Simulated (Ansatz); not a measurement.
**Two runs on SrTiO$_{3}$**

System: SrTiO$_{3}$ (Pmm2, 5 atoms in the cell).
Method of run 1: DFT PBE, scalar-relativistic, plane waves, PAW, PAW set soft_1, no spin polarisation (Ansatz 0.2.0).

The structure derives from an entry of the Crystallography Open Database. Text and figures count atoms from 1; the logs count them from 0 in places.

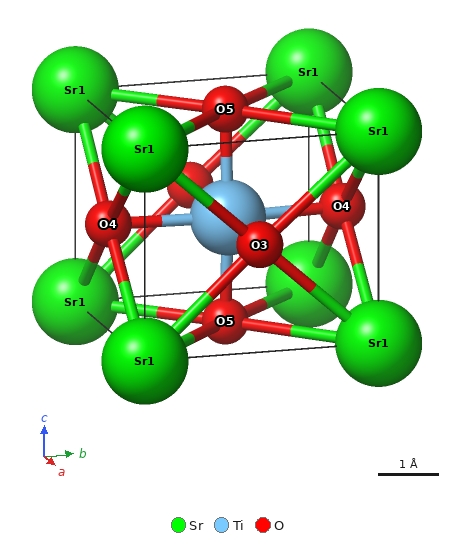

Figure 1. The structure (ball-and-stick view of the cell of the calculation, seen slightly off an axis; atoms are numbered from 1 in the order of the input). An atom can appear more than once, as a periodic image.

## Input file, run 1
```yaml
crystal:
  lattice:
    - [4.0741837684, 0.0, 0.0]
    - [0.0, 4.0741837684, 0.0]
    - [0.0, 0.0, 3.6608607774]
  atoms:
    - { symbol: Sr, position: [0.0034176272, 0.0, 0.0] }
    - { symbol: Ti, position: [0.5161346144, 0.5, 0.5] }
    - { symbol: O, position: [-0.024387707, 0.5, 0.5] }
    - { symbol: O, position: [0.4786990076, 0.0, 0.5] }
    - { symbol: O, position: [0.4786990076, 0.5, 0.0] }
basis:
  ecutwfc: 520.0
kpoints:
  mp_grid: { grid: [8, 8, 8] }
hamiltonian:
  xc: pbe
  pseudopotentials: { kind: paw, azcp: { folder: soft_1 } }
scf:
  occupations: { method: gaussian, width: 0.05 }
output:
  forces: true
  stress: true
  eigenvalues: true
```

Command:
```bash
ansatz run input.yaml --threads 2 --pin off --max-ram 4096MiB --backend cpu --events-out ev --progress --plain --runs-dir out
```

Hardware: 2 threads of Arm Neoverse N1, 98 GiB of memory available, shared host.

## Output, shortened to warnings, some set-up lines, iterations and results (run 1)
```
Basis set: ecut = 520 eV, 1653 PW (Γ), exchange–correlation on 64×64×60 points (8 copies of the dense FFT grid, shifted against one another)
Symmetry: 4 space group operations
k-points: 125 of 512 (time reversal used)
Initial density: superposition of atomic densities (chi_scale 0.1, normalization cell, long waves kept (reshape's long-wave potential 0.00 eV rms))
[...]
SCF iter   1: F=—  HF=-7754.394510 eV  |F-HF|=—  |Δ(HF+E_count)|=         —  Δρ=5.08e-2  dr2=1.44e0  ethr=3.10e-3  ⟨swp⟩=8.0  Hψ=16701  notcnv=0
SCF iter   2: F=—  HF=-7754.263011 eV  |F-HF|=—  |Δ(HF+E_count)|=   1.31e-1  Δρ=2.87e-2  dr2=5.39e-1  ethr=3.10e-3  ⟨swp⟩=2.1  Hψ=4638  notcnv=0  defer=125
SCF iter   3: F=—  HF=-7754.216628 eV  |F-HF|=—  |Δ(HF+E_count)|=   4.64e-2  Δρ=6.72e-3  dr2=1.53e-2  ethr=1.35e-3  ⟨swp⟩=2.5  Hψ=6372  notcnv=0  defer=125
SCF iter   4: F=—  HF=-7754.221982 eV  |F-HF|=—  |Δ(HF+E_count)|=   5.35e-3  Δρ=2.45e-3  dr2=2.65e-3  ethr=3.83e-5  ⟨swp⟩=2.4  Hψ=5370  notcnv=0  defer=125
SCF iter   5: F=—  HF=-7754.223027 eV  |F-HF|=—  |Δ(HF+E_count)|=   1.04e-3  Δρ=3.77e-4  dr2=8.08e-5  ethr=6.63e-6  ⟨swp⟩=2.0  Hψ=5763  notcnv=0  defer=125
SCF iter   6: F=—  HF=-7754.223169 eV  |F-HF|=—  |Δ(HF+E_count)|=   1.42e-4  Δρ=1.30e-4  dr2=1.14e-5  ethr=2.02e-7  ⟨swp⟩=2.0  Hψ=5378  notcnv=0  defer=125
SCF iter   7: F=—  HF=-7754.223174 eV  |F-HF|=—  |Δ(HF+E_count)|=   5.30e-6  Δρ=4.64e-5  dr2=1.35e-6  ethr=2.84e-8  ⟨swp⟩=2.0  Hψ=4844  notcnv=0  defer=125
SCF iter   8: F=—  HF=-7754.223174 eV  |F-HF|=—  |Δ(HF+E_count)|=   1.37e-7  Δρ=1.48e-5  dr2=1.14e-7  ethr=3.38e-9  ⟨swp⟩=2.0  Hψ=4816  notcnv=0  defer=125
SCF iter   9: F=-7754.223174 eV  HF=-7754.223174 eV  |F-HF|=8.60e-10  |Δ(HF+E_count)|=   1.44e-8  Δρ=3.08e-6  dr2=4.90e-9  ethr=2.50e-10  ⟨swp⟩=12.1  Hψ=14923  notcnv=0
SCF 1 converged in 9 iterations: F = -7754.223174 eV  dr2 = 4.90e-9
SCF converged after 9 iterations
Free energy (F): -7754.223174 eV
Harris-Foulkes:  -7754.223174 eV  (|F-HF|=8.60e-10)
Internal energy: -7754.223174 eV  (E = F + TS)
E sigma→0 (E₀):  -7754.223174 eV
Fermi energy:    10.733645 eV
--- Per-component energies (eV) ---
  E_band       = -216.775775
  E_kinetic    = 1021.905005
  E_local      = -2505.251592  (includes V_loc(G=0)·N_el)
  E_nonlocal   = 447.874276
  E_hartree    = 870.923657
  E_xc         = -510.166759
  E_vxc        = -580.359175  (∫ρ·V_xc dr)
  E_paw        = -4218.432498  (= ΣΔE_a)
  E_vpaw       = -342.791890  (= ΣTr[D̂ρ^β])
  E_aug_tail   = 0.000604  (compensation charges beyond the density's cutoff)
  E_ewald      = -2861.075869
  E_smearing   = -0.000000  (= −TS)
  E_closure    = -0.000000  (closes the sum)
  Σ components = -7754.223174   (vs F -7754.223174, Δ=0.00e0)
--- Forces (eV/Å), atoms counted from 1 ---
  atom   1  Sr     0.13442950     0.00000000     0.00000000
  atom   2  Ti     0.32209319     0.00000000     0.00000000
  atom   3  O     -0.12965670     0.00000000     0.00000000
  atom   4  O      0.14427355     0.00000000     0.00000000
  atom   5  O     -0.47115338     0.00000000     0.00000000
  max |Σ_I F_I| component: 1.38e-5 eV/Å
--- Stress (GPa, compression-positive) ---
       -1.936663       0.000000       0.000000
        0.000000      -5.394702       0.000000
        0.000000       0.000000      22.041560
  P = ⅓ Tr σ = 4.9034 GPa (49.034 kbar)
```

The input of run 2 differs as follows (lines with − go, lines with + come):
```diff
-    - [4.0741837684, 0.0, 0.0]
-    - [0.0, 4.0741837684, 0.0]
-    - [0.0, 0.0, 3.6608607774]
+    - [3.9822686081, 0.0, 0.0]
+    - [0.0, 3.9822686081, 0.0]
+    - [0.0, 0.0, 3.8446910982]
```

How does run 2 compare with run 1?

With the same functional and potentials, run 2 lies 56.1 meV per atom lower. The gap on the mesh goes from 2.00 to 1.91 eV. The pressure goes from 4.90 to 1.95 GPa. The largest force goes from 0.471 to 0.274 eV/Å. The volume per atom goes from 12.15 to 12.19 Å³. The SCF takes 8 iterations against 9. The plane waves at Γ go from 1653 to 1679.

## Output, shortened to warnings, some set-up lines, iterations and results (run 2)
```
Basis set: ecut = 520 eV, 1679 PW (Γ), exchange–correlation on 60×60×60 points (8 copies of the dense FFT grid, shifted against one another)
Symmetry: 4 space group operations
k-points: 125 of 512 (time reversal used)
Initial density: superposition of atomic densities (chi_scale 0.1, normalization cell, long waves kept (reshape's long-wave potential 0.00 eV rms))
[...]
SCF iter   1: F=—  HF=-7754.642707 eV  |F-HF|=—  |Δ(HF+E_count)|=         —  Δρ=4.90e-2  dr2=1.35e0  ethr=3.10e-3  ⟨swp⟩=7.6  Hψ=16518  notcnv=0
SCF iter   2: F=—  HF=-7754.533006 eV  |F-HF|=—  |Δ(HF+E_count)|=   1.10e-1  Δρ=2.80e-2  dr2=5.17e-1  ethr=3.10e-3  ⟨swp⟩=2.1  Hψ=4640  notcnv=0  defer=125
SCF iter   3: F=—  HF=-7754.496808 eV  |F-HF|=—  |Δ(HF+E_count)|=   3.62e-2  Δρ=6.44e-3  dr2=1.28e-2  ethr=1.29e-3  ⟨swp⟩=2.4  Hψ=6024  notcnv=0  defer=125
SCF iter   4: F=—  HF=-7754.502228 eV  |F-HF|=—  |Δ(HF+E_count)|=   5.42e-3  Δρ=2.42e-3  dr2=2.43e-3  ethr=3.21e-5  ⟨swp⟩=2.3  Hψ=5491  notcnv=0
SCF iter   5: F=—  HF=-7754.503454 eV  |F-HF|=—  |Δ(HF+E_count)|=   1.23e-3  Δρ=3.53e-4  dr2=6.67e-5  ethr=6.07e-6  ⟨swp⟩=2.0  Hψ=5846  notcnv=0
SCF iter   6: F=—  HF=-7754.503773 eV  |F-HF|=—  |Δ(HF+E_count)|=   3.20e-4  Δρ=1.11e-4  dr2=9.92e-6  ethr=1.67e-7  ⟨swp⟩=2.0  Hψ=5278  notcnv=0
SCF iter   7: F=—  HF=-7754.503780 eV  |F-HF|=—  |Δ(HF+E_count)|=   6.22e-6  Δρ=3.19e-5  dr2=6.74e-7  ethr=2.48e-8  ⟨swp⟩=2.2  Hψ=4837  notcnv=0
SCF iter   8: F=-7754.503780 eV  HF=-7754.503780 eV  |F-HF|=4.02e-8  |Δ(HF+E_count)|=   2.08e-7  Δρ=1.33e-5  dr2=8.21e-8  ethr=2.50e-10  ⟨swp⟩=7.1  Hψ=16119  notcnv=0
SCF 1 converged in 8 iterations: F = -7754.503780 eV  dr2 = 8.21e-8
SCF converged after 8 iterations
Free energy (F): -7754.503780 eV
Harris-Foulkes:  -7754.503780 eV  (|F-HF|=4.02e-8)
Internal energy: -7754.503780 eV  (E = F + TS)
E sigma→0 (E₀):  -7754.503780 eV
Fermi energy:    10.664793 eV
--- Per-component energies (eV) ---
  E_band       = -218.490378
  E_kinetic    = 1020.563215
  E_local      = -2497.358226  (includes V_loc(G=0)·N_el)
  E_nonlocal   = 447.413396
  E_hartree    = 866.616502
  E_xc         = -509.938497
  E_vxc        = -580.050889  (∫ρ·V_xc dr)
  E_paw        = -4218.073882  (= ΣΔE_a)
  E_vpaw       = -342.287769  (= ΣTr[D̂ρ^β])
  E_aug_tail   = 0.000595  (compensation charges beyond the density's cutoff)
  E_ewald      = -2863.726883
  E_smearing   = -0.000000  (= −TS)
  E_closure    = 0.000000  (closes the sum)
  Σ components = -7754.503780   (vs F -7754.503780, Δ=0.00e0)
--- Forces (eV/Å), atoms counted from 1 ---
  atom   1  Sr     0.11904578     0.00000000    -0.00000000
  atom   2  Ti    -0.27422334     0.00000000     0.00000000
  atom   3  O      0.23731962     0.00000000    -0.00000000
  atom   4  O      0.03977768     0.00000000    -0.00000000
  atom   5  O     -0.12201518     0.00000000     0.00000000
  max |Σ_I F_I| component: 9.54e-5 eV/Å
--- Stress (GPa, compression-positive) ---
        2.015928       0.000000       0.000000
        0.000000      -1.933885       0.000000
        0.000000       0.000000       5.766885
  P = ⅓ Tr σ = 1.9496 GPa (19.496 kbar)
```

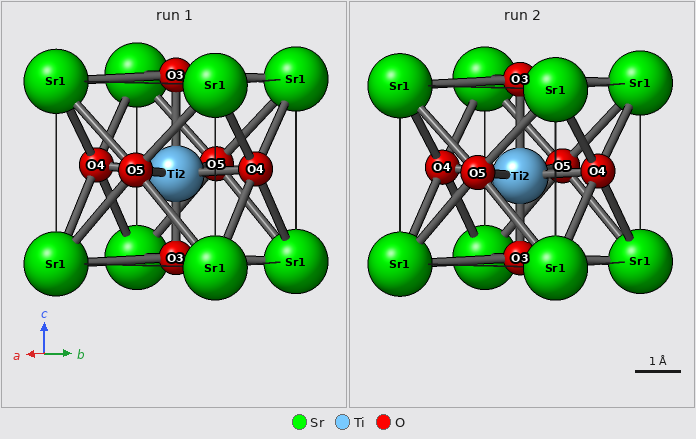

Figure 2. The two input geometries at one scale (ball-and-stick view of the cell of the calculation, set on other vectors, seen at an oblique angle). The atoms keep their places relative to the cell (all moves are under 0.005 Å). The drawn cell changes as follows: a 3.661 → 3.845 Å (+5.0 %), b = c 4.074 → 3.982 Å (−2.3 %); the volume changes by +0.3 %. Among the contacts that change: Ti2–O5 1.837 → 1.928 Å, Sr1–O5 2.953 → 2.886 Å, Ti2–O3 2.202 → 2.153 Å, Ti2–O4 2.043 → 1.997 Å.

## The two runs side by side

```tsv
quantity	run 1	run 2
outcome	converged	converged
free energy per atom (eV)	−1550.8446	−1550.9008
gap on the mesh (eV)	2.00	1.91
pressure (GPa)	4.90	1.95
volume per atom (Å³)	12.15	12.19
largest force (eV/Å)	0.471	0.274
SCF iterations	9	8
irreducible k-points	125	125
plane waves at Γ	1653	1679
wall time (shared host)	26 s	24 s
```
